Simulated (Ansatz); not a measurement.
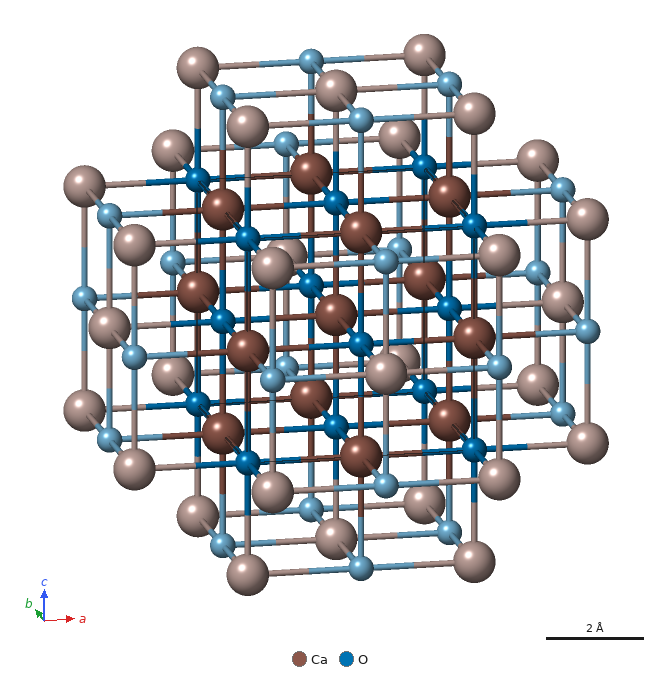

Shown here is a ball-and-stick view of the crystal, taken slightly off an axis. Thin lines show the conventional unit cell, with boundary atoms drawn in all their periodic places. The bonded neighbours beyond the faces are included, in fainter colours.

CaO, rock salt (NaCl type), space group Fm-3m (No. 225), a = 4.830 Å, b = 4.830 Å, c = 4.830 Å, α = 90.00°, β = 90.00°, γ = 90.00°. The model was built from a structure type filled with these elements by a generator (whether the compound takes this form wasn't checked). Earlier steps of the study may have refined or changed the cell and positions. It went into a calculation with Ansatz.

This one geometry was computed with Ansatz (DFT, plane waves, PAW) at four levels of theory: LDA, PBE, r2SCAN and HSE06.

Which level gives the highest pressure at this volume, and what does that say about its equilibrium volume?

Highest: PBE (0.0 GPa), which points to the largest equilibrium volume. Lowest, with the smallest volume: LDA (-8.4 GPa). Levels within 0.5 GPa of each other can't be told apart.

How does the band gap change with the level of theory?

LDA: a gap of 3.49 eV, indirect; PBE: a gap of 3.66 eV, indirect; r2SCAN: a gap of 4.20 eV, indirect; HSE06: a gap of 5.31 eV, indirect.

Collect the results in a table.

| level | cutoff (eV) | k-mesh of the run's cell | gap (eV) | pressure (GPa) |
| --- | --- | --- | --- | --- |
| LDA | 420 | 8×8×8 | 3.49 | -8.4 |
| PBE | 420 | 8×8×8 | 3.66 | 0.0 |
| r2SCAN | 500 | 8×8×8 | 4.20 | -2.5 |
| HSE06 | 420 | 6×6×6 | 5.31 | -2.2 |

Gaps are taken on the k-mesh or band path of each run.
